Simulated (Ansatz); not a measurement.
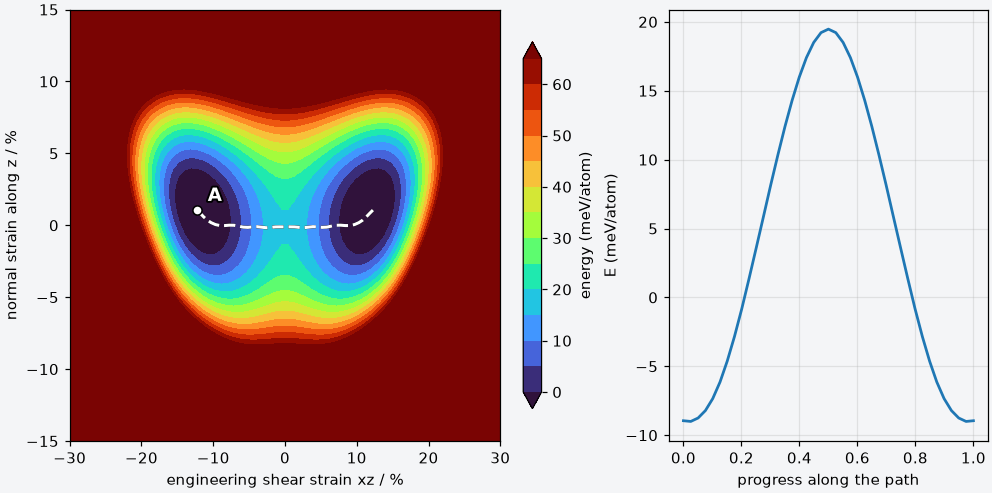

W (Fm-3m, No. 225; 1 atom in the cell). The energy is mapped over two homogeneous strains (x, y and z along the cube axes). First axis: engineering shear strain xz. Second axis: normal strain along z. Nothing is relaxed (symmetry fixes all fractional coordinates). Grid: 9 × 9 points; 45 points were computed and 36 follow by symmetry. Points are written as (first, second). Energies: meV/atom, counted from the lowest grid point. Computed with DFT LDA, scalar-relativistic, plane waves, PAW (Ansatz). Settings: cutoff 420 eV, k-mesh 20×20×20, gaussian smearing 0.15 eV, no spin polarisation.

Drawn: filled contours, a line along the lowest path, one colour for all values above the top of the scale, the energy along the path at the right, the start A. Between grid points the surface is interpolated.

> Describe the path and its barrier.

The easiest path leads from the well at about (−12.3 %, 1.06 %) to a well of about the same depth at about (12.3 %, 1.06 %). Its highest point lies about 28 meV/atom above the bottom of the first well on the interpolated surface, at (0.0 %, 0.00 %). This is the barrier on the constrained surface; relaxing the other coordinates would change it.

PAW datasets: the set soft_1.
